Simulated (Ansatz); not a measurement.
This input was run:

```
crystal:
  lattice:
    - [6.3058975105, 0.0, 0.0]
    - [-3.1529487553, 5.4610674378, 0.0]
    - [0.0, 0.0, 23.6219324112]
  atoms:
    - { symbol: S, position: [0.6666666667, 0.3333333333, 0.3386683131] }
    - { symbol: S, position: [0.6666666667, 0.8333333333, 0.3386683131] }
    - { symbol: S, position: [0.1666666667, 0.3333333333, 0.3386683131] }
    - { symbol: S, position: [0.1666666667, 0.8333333333, 0.3386683131] }
    - { symbol: Mo, position: [0.3331562248, 0.1667022919, 0.4050538754] }
    - { symbol: Mo, position: [0.3332718634, 0.6664512334, 0.405046955] }
    - { symbol: Mo, position: [0.83360577, 0.1669214229, 0.4050616849] }
    - { symbol: Mo, position: [0.8334285102, 0.6666155782, 0.4049871634] }
    - { symbol: S, position: [0.6666964778, 0.3338665, 0.4713015453] }
    - { symbol: S, position: [0.6671988754, 0.8331676924, 0.4712549219] }
    - { symbol: S, position: [0.166768431, 0.3333952744, 0.4716074706] }
    - { symbol: S, position: [0.1662448692, 0.8329467661, 0.4713311707] }
basis:
  ecutwfc: 420
kpoints:
  mp_grid: { grid: [3, 3, 1] }
hamiltonian:
  xc: pbe
  dispersion: d3bj
scf:
  occupations: { method: gaussian, width: 0.05 }
output:
  forces: true
  eigenvalues: true
  write_density: true
  volumetric_format: npy
efield:
  axis: 3
  dipole_correction: true
  ramp_width: 0.04
```

Run as:
```bash
ansatz run input.yaml --threads 4 --pin off --max-ram 10240MiB --backend cpu --events-out ev --progress --plain --runs-dir out
```

What does the potential across the slab give for the band edges against vacuum?

From the vacuum level at the right face the ionisation potential is 5.92 eV and the electron affinity 4.14 eV; the left face gives the same. The slab's gap, their difference before rounding, is 1.78 eV. The two vacuum levels agree, so the slab has no net dipole along its normal. The outermost atoms are 3.1 Å apart, which leaves 20.5 Å of vacuum in a cell 23.6 Å high.

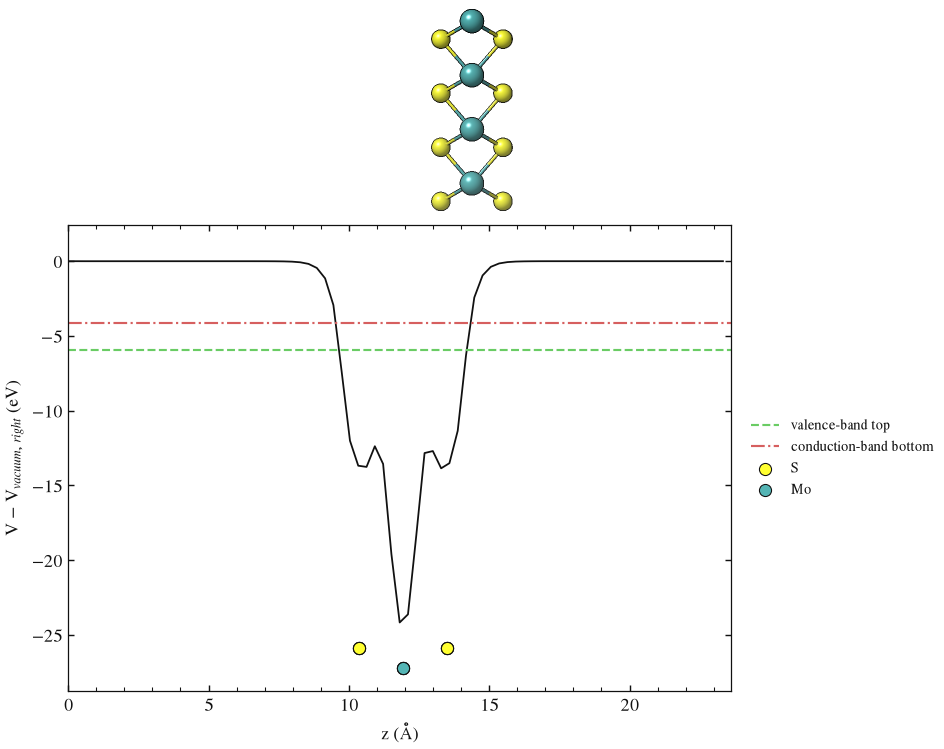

Plane-averaged electrostatic potential energy of an electron across the slab; circles at the bottom mark the heights of the atoms. The structure is drawn too.
